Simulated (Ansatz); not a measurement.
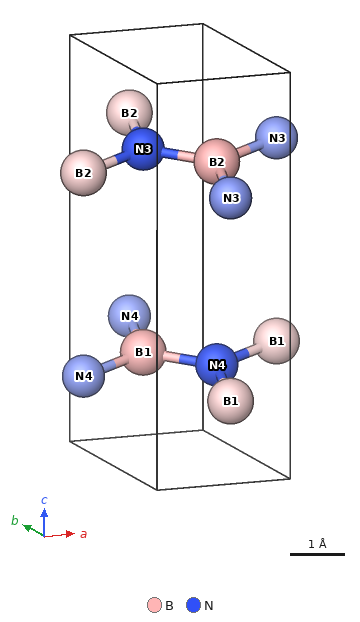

*The structure as given in the input (ball-and-stick view of the cell of the calculation, seen at an oblique angle; neighbours outside the cell are drawn fainter; atoms are numbered from 1 in the order of the input). An atom can appear more than once, as a periodic image.*

Near neighbours in the periodic cell (some may lie outside the picture): B has 3 N at 1.46 Å; N has 3 B at 1.46 Å.

# Run report: BN, geometry relaxation

The run: geometry relaxation of BN (4 atoms in the cell). Method and program: DFT PBE, scalar-relativistic, plane waves, PAW, no spin polarisation (Ansatz 0.2.0).

The structure derives from an entry of the Crystallography Open Database. It belongs to a series of runs on one base structure; here: volume × 1.040. Figures and captions count atoms from 1; the log counts them from 0 in places.

**Log**
```
Engine: ansatz 0.2.0, aarch64-unknown-linux-gnu
Pseudopotentials: kind: paw
Pseudopotential: B, paw, valence charge 3, recommended cutoff 420 eV (normal), B.paw.azcp
Pseudopotential: N, paw, valence charge 5, recommended cutoff 420 eV (normal), N.paw.azcp
Functional definition: PBE
  parameter kappa = 0.804
  parameter beta = 0.06672455060314922
  exchange = pbe_x(kappa = kappa, mu = beta*pi^2/3)
  correlation = pbe_c(beta = beta)
Crystal: 4 atoms, lattice volume = 47.673 Å³
Basis set: ecut = 420 eV, 935 PW (Γ), exchange–correlation on 36×36×120 points (8 copies of the dense FFT grid, shifted against one another)
Bands: 12, of which v1, the nominal top of the filled ones, is band 8 counted from 1 (7 counted from 0)
Symmetry: 24 space group operations
Space group: P63/mmc (ITA 194), of the structure as read, at distance tolerance 3.6e-5 Å
k-points: 90 of 1024
Non-local potential: B, projectors of the file, l = 0: 2, l = 1: 2, l = 2: 1
Non-local potential: N, projectors of the file, l = 0: 2, l = 1: 2, l = 2: 1
PAW form: soft (Blöchl's): semilocal exchange-correlation on the pseudo side does not see the compensation charge
PAW one-centre angular grid: B, 110 points (default); XC on 64 Gauss nodes
PAW one-centre angular grid: N, 110 points (default); XC on 64 Gauss nodes
Initial density: superposition of atomic densities (neutral atoms: chi_scale 0, normalization atom), corrected by the library's trained network
Initial wavefunctions: pseudopotential atomic-orbital guess
Functional: x = pbe(κ = 0.804, μ = 0.2195149727645171), c = pbe(β = 0.06672455060314922)
SCF iter   1: F=—  HF=-1084.849252 eV  |F-HF|=—  |Δ(HF+E_count)|=         —  Δρ=4.18e-3  dr2=3.01e-3  ethr=1.77e-3  ⟨swp⟩=6.3  Hψ=6693  notcnv=0
preconditioner: auto → none  [insulator: Δε(μ)=4.349 eV  Ē_g=15.145 eV  σ=0.050 eV  W_gap=1.00  n_scr=6 (ndim 8)  ℏωp=21.5 eV  f_vac=0.251  D(μ)=0.00/eV (n_scr^D=0)  ε∞_Penn≈3.0]
SCF iter   2: F=—  HF=-1084.850301 eV  |F-HF|=—  |Δ(HF+E_count)|=   1.05e-3  Δρ=1.76e-3  dr2=4.74e-4  ethr=1.88e-5  ⟨swp⟩=2.5  Hψ=2734  notcnv=0
SCF iter   3: F=—  HF=-1084.850623 eV  |F-HF|=—  |Δ(HF+E_count)|=   3.22e-4  Δρ=8.43e-4  dr2=8.60e-5  ethr=2.96e-6  ⟨swp⟩=2.0  Hψ=1704  notcnv=0
SCF iter   4: F=—  HF=-1084.850745 eV  |F-HF|=—  |Δ(HF+E_count)|=   1.22e-4  Δρ=7.48e-5  dr2=1.21e-6  ethr=5.38e-7  ⟨swp⟩=2.4  Hψ=1771  notcnv=0
iter 5 did not close the SCF: its close was put off for the readings that it lacked (scf_convergence_deferred on its scf_iter line)
SCF iter   5: F=-1084.850748 eV  HF=-1084.850748 eV  |F-HF|=4.58e-8  |Δ(HF+E_count)|=   3.07e-6  Δρ=1.11e-5  dr2=3.24e-8  ethr=7.56e-9  ⟨swp⟩=2.2  Hψ=1784  notcnv=0
SCF iter   6: F=-1084.850748 eV  HF=-1084.850748 eV  |F-HF|=2.43e-9  |Δ(HF+E_count)|=   5.22e-8  Δρ=1.78e-6  dr2=7.47e-10  ethr=2.02e-10  ⟨swp⟩=5.6  Hψ=6319  notcnv=0
SCF 1 converged in 6 iterations: F = -1084.850748 eV  dr2 = 7.47e-10
  greatest PAW one-centre occupation: 0.794 electrons in one spin orbital (limit 2), on the N atom at site 3 (counted from 0), in its partial waves of l = 0
relax step   1: F+E_penalty+E_count = -1084.85074784 eV  Δ(F+E_penalty+E_count) = +0.000e0 eV  max|allowed force component| = 4.279e-16 eV/Å  Δτ_max = 0.0000 Å  P = -3.529 GPa  Ω = 47.673 Å³  fix = [volume]  reactions: volume -3.529 GPa  (6 SCF iters, dr2 threshold 1.00e-7 eV, accepted)
Initial density: handed on by an earlier stage of this run
Initial wavefunctions: those handed on with the density
iter 1 solved again at ethr=7.16e-6 eV; its pass at ethr=3.10e-3 eV (dr2=1.15e-3 eV) is discarded
SCF iter   1: F=—  HF=-1084.859433 eV  |F-HF|=—  |Δ(HF+E_count)|=         —  Δρ=1.78e-3  dr2=1.03e-3  ethr=7.16e-6  ⟨swp⟩=1.8  Hψ=8597  notcnv=0
preconditioner: auto → none  [insulator: Δε(μ)=4.396 eV  Ē_g=15.239 eV  σ=0.050 eV  W_gap=1.00  n_scr=6 (ndim 8)  ℏωp=21.5 eV  f_vac=0.254  D(μ)=0.00/eV (n_scr^D=0)  ε∞_Penn≈3.0]
SCF iter   2: F=—  HF=-1084.859163 eV  |F-HF|=—  |Δ(HF+E_count)|=   2.70e-4  Δρ=6.93e-4  dr2=1.27e-4  ethr=6.42e-6  ⟨swp⟩=2.1  Hψ=1649  notcnv=0
SCF iter   3: F=—  HF=-1084.859139 eV  |F-HF|=—  |Δ(HF+E_count)|=   2.40e-5  Δρ=2.85e-4  dr2=1.89e-5  ethr=7.92e-7  ⟨swp⟩=2.2  Hψ=1765  notcnv=0
SCF iter   4: F=—  HF=-1084.859142 eV  |F-HF|=—  |Δ(HF+E_count)|=   3.03e-6  Δρ=4.21e-5  dr2=4.40e-7  ethr=1.18e-7  ⟨swp⟩=2.3  Hψ=1736  notcnv=0
SCF iter   5: F=-1084.859143 eV  HF=-1084.859143 eV  |F-HF|=4.74e-9  |Δ(HF+E_count)|=   4.33e-7  Δρ=4.58e-6  dr2=3.41e-9  ethr=2.50e-9  ⟨swp⟩=9.7  Hψ=8087  notcnv=0
SCF 2 converged in 5 iterations: F = -1084.859143 eV  dr2 = 3.41e-9
  greatest PAW one-centre occupation: 0.795 electrons in one spin orbital (limit 2), on the N atom at site 3 (counted from 0), in its partial waves of l = 0
relax step   2: F+E_penalty+E_count = -1084.85914283 eV  Δ(F+E_penalty+E_count) = -8.395e-3 eV  max|allowed force component| = 3.169e-16 eV/Å  Δτ_max = 0.0000 Å  P = -1.474 GPa  Ω = 47.673 Å³  energy of the carried Pulay correction = -1.700e-4 eV  fix = [volume]  reactions: volume -1.474 GPa  (5 SCF iters, dr2 threshold 4.00e-7 eV, accepted)
Basis set: ecut = 420 eV, 923 PW (Γ), exchange–correlation on 36×36×120 points (8 copies of the dense FFT grid, shifted against one another)
iter 1 solved again at ethr=1.85e-6 eV; its pass at ethr=3.10e-3 eV (dr2=2.95e-4 eV) is discarded
SCF iter   1: F=—  HF=-1084.860754 eV  |F-HF|=—  |Δ(HF+E_count)|=         —  Δρ=1.17e-3  dr2=4.43e-4  ethr=1.85e-6  ⟨swp⟩=2.2  Hψ=8435  notcnv=0
eigensolver tolerance schedule calibrated: the retry pair's looser diagonalisation under-reported the residual by θ = 0.33 (0.10/decade); ethr = c·dr2/N_el runs at the constant in force after the calibration composes with the one it found (an armed cap, an earlier calibration), c = 9.3e-2
preconditioner: auto → none  [insulator: Δε(μ)=4.374 eV  Ē_g=15.277 eV  σ=0.050 eV  W_gap=1.00  n_scr=6 (ndim 8)  ℏωp=21.5 eV  f_vac=0.256  D(μ)=0.00/eV (n_scr^D=0)  ε∞_Penn≈3.0]
SCF iter   2: F=—  HF=-1084.860640 eV  |F-HF|=—  |Δ(HF+E_count)|=   1.14e-4  Δρ=4.55e-4  dr2=5.47e-5  ethr=1.85e-6  ⟨swp⟩=2.0  Hψ=1798  notcnv=0
SCF iter   3: F=—  HF=-1084.860615 eV  |F-HF|=—  |Δ(HF+E_count)|=   2.47e-5  Δρ=1.89e-4  dr2=8.61e-6  ethr=3.19e-7  ⟨swp⟩=2.0  Hψ=1746  notcnv=0
SCF iter   4: F=-1084.860616 eV  HF=-1084.860616 eV  |F-HF|=1.51e-7  |Δ(HF+E_count)|=   1.05e-6  Δρ=2.81e-5  dr2=2.04e-7  ethr=2.33e-9  ⟨swp⟩=8.1  Hψ=8657  notcnv=0
SCF 3 converged in 4 iterations: F = -1084.860616 eV  dr2 = 2.04e-7
  greatest PAW one-centre occupation: 0.796 electrons in one spin orbital (limit 2), on the N atom at site 3 (counted from 0), in its partial waves of l = 0
relax step   3: F+E_penalty+E_count = -1084.86061648 eV  Δ(F+E_penalty+E_count) = -1.474e-3 eV  max|allowed force component| = 5.921e-16 eV/Å  Δτ_max = 0.0000 Å  P = -0.110 GPa  Ω = 47.673 Å³  energy of the carried Pulay correction = -2.819e-4 eV  fix = [volume]  reactions: volume -0.110 GPa  (4 SCF iters, dr2 threshold 4.00e-7 eV, accepted)
Initial wavefunctions: pseudopotential atomic-orbital guess (no wavefunctions were taken with the density)
iter 1 solved again at ethr=1.56e-8 eV; its pass at ethr=3.10e-3 eV (dr2=2.50e-6 eV) is discarded
SCF iter   1: F=—  HF=-1084.861105 eV  |F-HF|=—  |Δ(HF+E_count)|=         —  Δρ=8.56e-5  dr2=5.16e-7  ethr=1.56e-8  ⟨swp⟩=3.7  Hψ=10229  notcnv=0
preconditioner: auto → none  [insulator: Δε(μ)=4.357 eV  Ē_g=15.264 eV  σ=0.050 eV  W_gap=1.00  n_scr=6 (ndim 8)  ℏωp=21.5 eV  f_vac=0.256  D(μ)=0.00/eV (n_scr^D=0)  ε∞_Penn≈3.0]
SCF iter   2: F=—  HF=-1084.861087 eV  |F-HF|=—  |Δ(HF+E_count)|=   1.86e-5  Δρ=4.30e-5  dr2=1.23e-7  ethr=3.22e-9  ⟨swp⟩=2.0  Hψ=1706  notcnv=0
SCF iter   3: F=—  HF=-1084.861088 eV  |F-HF|=—  |Δ(HF+E_count)|=   1.24e-6  Δρ=2.69e-6  dr2=2.00e-9  ethr=7.67e-10  ⟨swp⟩=2.1  Hψ=1764  notcnv=0
SCF iter   4: F=—  HF=-1084.861088 eV  |F-HF|=—  |Δ(HF+E_count)|=   3.35e-9  Δρ=1.16e-6  dr2=4.42e-10  ethr=1.00e-12  ⟨swp⟩=7.7  Hψ=6034  notcnv=0
SCF iter   5: F=-1084.861088 eV  HF=-1084.861088 eV  |F-HF|=3.93e-11  |Δ(HF+E_count)|=  7.29e-10  Δρ=3.30e-7  dr2=2.97e-11  ethr=1.00e-12  ⟨swp⟩=6.2  Hψ=5000  notcnv=0
SCF 4 converged in 5 iterations: F = -1084.861088 eV  dr2 = 2.97e-11
relax step   4: F+E_penalty+E_count = -1084.86108796 eV  Δ(F+E_penalty+E_count) = -4.715e-4 eV  max|allowed force component| = 3.469e-16 eV/Å  Δτ_max = 0.0000 Å  P = -0.103 GPa  Ω = 47.673 Å³  fix = [volume]  reactions: volume -0.103 GPa  stress off target by 7.62e-2 GPa on what of the cell is left free  SCF on the basis re-selected at this cell (its energy is not comparable with the rows above)  (5 SCF iters)
```

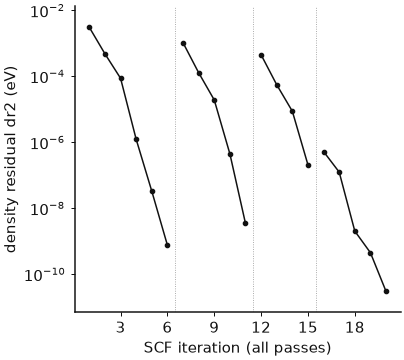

*Convergence of the self-consistent field: density residual dr2 against the SCF iteration. The dotted lines part the SCF passes of the relaxation: geometry steps, rejected trials and re-solves on a re-selected basis.*

The passes take 6, 5, 4 and 5 iterations.

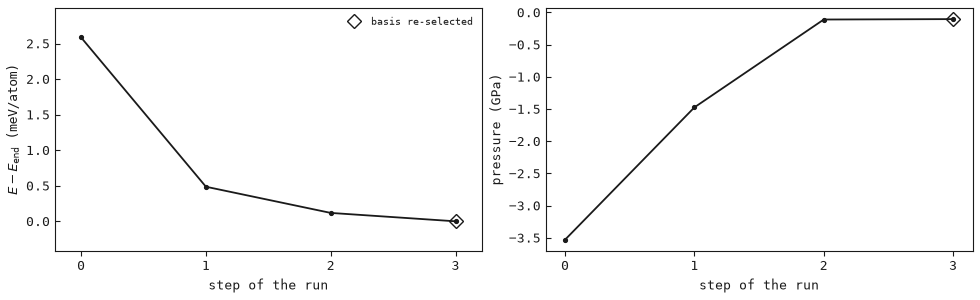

*Progress of the relaxation, step by step (the first geometry is step 0 here and step 1 in the log).*

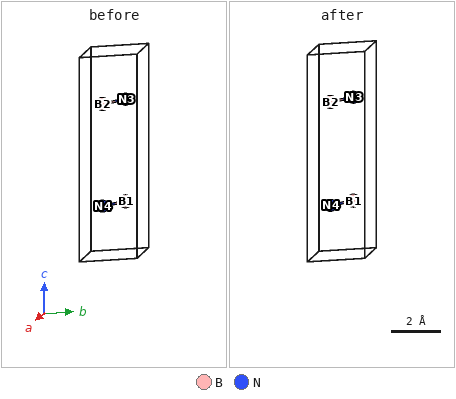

*Before (left) and after (right) the relaxation, at one scale (ball-and-stick view of the cell of the calculation, seen slightly off an axis).*

After 2 geometry steps the energy has fallen by 2.5 meV per atom. All forces vanish by symmetry, so only the cell relaxes. Pressure: −3.53 GPa at the start and −0.10 GPa at the end. No atom moves by more than 0.005 Å relative to the cell. The drawn cell changes at constant volume: a = b 2.529 → 2.513 Å (−0.6 %), c 8.608 → 8.720 Å (+1.3 %). Among the contacts that change: B1–N4 1.460 → 1.451 Å. The space group stays P6_3/mmc (No. 194). A last SCF at the same geometry on a re-selected plane-wave basis shifts the energy by −0.1 meV per atom. (Atoms are counted from 1 in the order of the input.)

```
basis re-selected at this cell: Δ(F+E_penalty+E_count) = -4.715e-4 eV, ΔP = +0.006 GPa vs the last step (what re-selecting the basis moved, of the pressure what is left beyond the Pulay correction that the steps carried, after the strain that the cell walked since its last selection, with what the two solves' SCF thresholds leave and, on support functions, any second-order correction that the steps lacked; it is no measure of the basis error at this ecutwfc). This SCF's stress stands 7.62e-2 GPa from its target on what of the cell is left free (relax.cell.stress_tol is 1.00e-1 GPa) and its largest allowed force component is 3.47e-16 eV/Å (relax.f_tol is 1.00e-2 eV/Å): within both
SCF converged after 5 iterations
Free energy (F): -1084.861088 eV
Harris-Foulkes:  -1084.861088 eV  (|F-HF|=3.93e-11)
Internal energy: -1084.861088 eV  (E = F + TS)
E sigma→0 (E₀):  -1084.861088 eV
Fermi energy:    4.331799 eV
--- Per-component energies (eV) ---
  E_band       = -78.655709
  E_kinetic    = 365.451716
  E_local      = -1017.540059  (includes V_loc(G=0)·N_el)
  E_nonlocal   = 115.399799
  E_hartree    = 365.884455
  E_xc         = -183.987190
  E_vxc        = -228.196688  (∫ρ·V_xc dr)
  E_paw        = -413.505859  (= ΣΔE_a)
  E_vpaw       = -45.539451  (= ΣTr[D̂ρ^β])
  E_aug_tail   = 0.000199  (compensation charges beyond the density's cutoff)
  E_ewald      = -316.564149
  E_smearing   = -0.000000  (= −TS)
  E_closure    = 0.000000  (closes the sum)
  Σ components = -1084.861088   (vs F -1084.861088, Δ=0.00e0)
--- Forces (eV/Å), atoms counted from 1 ---
  atom   1  B      0.00000000    -0.00000000     0.00000000
  atom   2  B     -0.00000000     0.00000000    -0.00000000
  atom   3  N      0.00000000    -0.00000000    -0.00000000
  atom   4  N     -0.00000000     0.00000000     0.00000000
  max |Σ_I F_I| component: 9.25e-17 eV/Å
--- Stress (GPa, compression-positive) ---
       -0.141316       0.000000       0.000000
       -0.000000      -0.141316       0.000000
        0.000000       0.000000      -0.027069
  P = ⅓ Tr σ = -0.1032 GPa (-1.032 kbar)
--- Band table (eV; the first three rows and the last of 90) ---
  k-point 0: bands = ["-15.4254", "-15.3991", "-3.2229", "-2.7700", "0.8445", "0.8445", "0.8447", "0.8447", "6.5097", "9.5541", "11.7406", "13.7232"]
  k-point 1: bands = ["-15.4216", "-15.4030", "-3.1618", "-2.8417", "0.8437", "0.8437", "0.8444", "0.8444", "6.8127", "8.7873", "12.4680", "13.7244"]
  k-point 2: bands = ["-15.4123", "-15.4123", "-3.0070", "-3.0070", "0.8441", "0.8441", "0.8441", "0.8441", "7.6459", "7.6459", "13.4683", "13.4683"]
  k-point 89: bands = ["-11.8280", "-11.8280", "-5.7201", "-5.7201", "-4.8029", "-4.8029", "2.1237", "2.1237", "6.9073", "6.9073", "14.3791", "14.3791"]
--- Relaxed structure (3 steps of the walk, 3 accepted, 1 SCFs on fresh bases) ---
  F+E_penalty+E_count = -1084.86108796 eV   max|allowed force component| = 3.469e-16 eV/Å   (the final SCF, on the basis selected at the relaxed cell)
  cell:  # Å, volume = 47.6730 Å³
    - [2.5125823106418372, 2.8682071155277952e-11, 0.0]
    - [-1.256291155345758, 2.175960110100894, 0.0]
    - [0.0, 0.0, 8.719692433802214]
  atoms:
    - { symbol: B, position: [0.33333333333333337, 0.6666666666666667, 0.25000000000000006] }
    - { symbol: B, position: [0.6666666666666667, 0.33333333333333337, 0.7500000000000001] }
    - { symbol: N, position: [0.33333333333333337, 0.6666666666666667, 0.7500000000000001] }
    - { symbol: N, position: [0.6666666666666667, 0.33333333333333337, 0.25000000000000006] }
```

**Trajectory as extended XYZ (Å, eV, eV/Å), 4 frames, from step=1 to step=4**
```
4
Lattice="2.5288 0.0000 0.0000 -1.2644 2.1900 0.0000 0.0000 0.0000 8.6080" Properties=species:S:1:pos:R:3:forces:R:3 step=1 energy=-1084.85075 pressure_GPa=-3.53
B     0.0000    1.4600    2.1520    0.0000   0.0000   0.0000
B     1.2644    0.7300    6.4560    0.0000   0.0000   0.0000
N     0.0000    1.4600    6.4560    0.0000   0.0000   0.0000
N     1.2644    0.7300    2.1520    0.0000   0.0000   0.0000
4
Lattice="2.5190 0.0000 0.0000 -1.2595 2.1815 0.0000 0.0000 0.0000 8.6754" Properties=species:S:1:pos:R:3:forces:R:3 step=2 energy=-1084.85914 pressure_GPa=-1.47
B     0.0000    1.4543    2.1688    0.0000   0.0000   0.0000
B     1.2595    0.7272    6.5065    0.0000   0.0000   0.0000
N     0.0000    1.4543    6.5065    0.0000   0.0000   0.0000
N     1.2595    0.7272    2.1688    0.0000   0.0000   0.0000
4
Lattice="2.5126 0.0000 0.0000 -1.2563 2.1760 0.0000 0.0000 0.0000 8.7197" Properties=species:S:1:pos:R:3:forces:R:3 step=3 energy=-1084.86062 pressure_GPa=-0.11
B     0.0000    1.4506    2.1799    0.0000   0.0000   0.0000
B     1.2563    0.7253    6.5398    0.0000   0.0000   0.0000
N     0.0000    1.4506    6.5398    0.0000   0.0000   0.0000
N     1.2563    0.7253    2.1799    0.0000   0.0000   0.0000
4
Lattice="2.5126 0.0000 0.0000 -1.2563 2.1760 0.0000 0.0000 0.0000 8.7197" Properties=species:S:1:pos:R:3:forces:R:3 step=4 energy=-1084.86109 pressure_GPa=-0.10
B     0.0000    1.4506    2.1799    0.0000   0.0000   0.0000
B     1.2563    0.7253    6.5398    0.0000   0.0000   0.0000
N     0.0000    1.4506    6.5398    0.0000   0.0000   0.0000
N     1.2563    0.7253    2.1799    0.0000   0.0000   0.0000
```

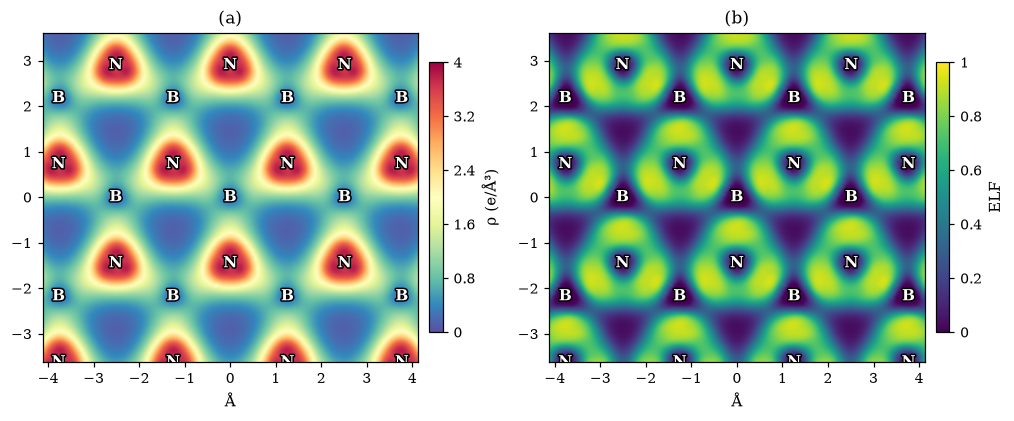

*(a) valence electron density; (b) electron localisation function on the (001) plane of the conventional cell.*

Away from the nuclei the density in this plane falls to 0.14 e/Å³ at its lowest. In a PAW calculation such maps are meaningful between the atoms, not at the nuclei.

The run was set up as follows.

**The input**
```yaml
crystal:
  lattice:
    - [2.5288243217, 0.0, 0.0]
    - [-1.2644121609, 2.1900261043, 0.0]
    - [0.0, 0.0, 8.6080432951]
  atoms:
    - { symbol: B, position: [0.3333333333, 0.6666666667, 0.25] }
    - { symbol: B, position: [0.6666666667, 0.3333333333, 0.75] }
    - { symbol: "N", position: [0.3333333333, 0.6666666667, 0.75] }
    - { symbol: "N", position: [0.6666666667, 0.3333333333, 0.25] }
basis:
  ecutwfc: 420
  ecutrho_ratio: 4
kpoints:
  mp_grid: { grid: [16, 16, 4] }
hamiltonian:
  xc: pbe
scf:
  occupations: { method: gaussian, width: 0.05 }
output:
  forces: true
  stress: true
  eigenvalues: true
  write_density: true
  write_potential: true
  elf: true
  volumetric_format: npy
relax:
  f_tol: 0.01
  max_steps: 40
  cell: { stress_tol: 0.1, fix: [volume] }
```

Run as:
```bash
ansatz run input.yaml --threads 4 --pin off --max-ram 7168MiB --backend cpu --events-out ev --progress --plain --runs-dir out
```

**Results in brief**

- outcome: converged
- space group (tolerance 0.01 Å): P6₃/mmc (194)
- electrons treated: 16
- free energy: −1084.8611 eV
- Fermi energy: 4.332 eV
- gap on the k-point mesh: 4.36 eV
- pressure: −0.10 GPa
- final volume: 47.67 Å³
- largest force (length of the vector) at the end: under 0.001 eV/Å
- final cell: a = 2.513 Å, b = 2.513 Å, c = 8.720 Å, α = 90.00°, β = 90.00°, γ = 120.00°
- hardware: 4 threads of Arm Neoverse V2, 24 GiB of memory available, shared host
- wall time: 3.2 s (CPU time 12 s)
- peak memory: 0.36 GiB
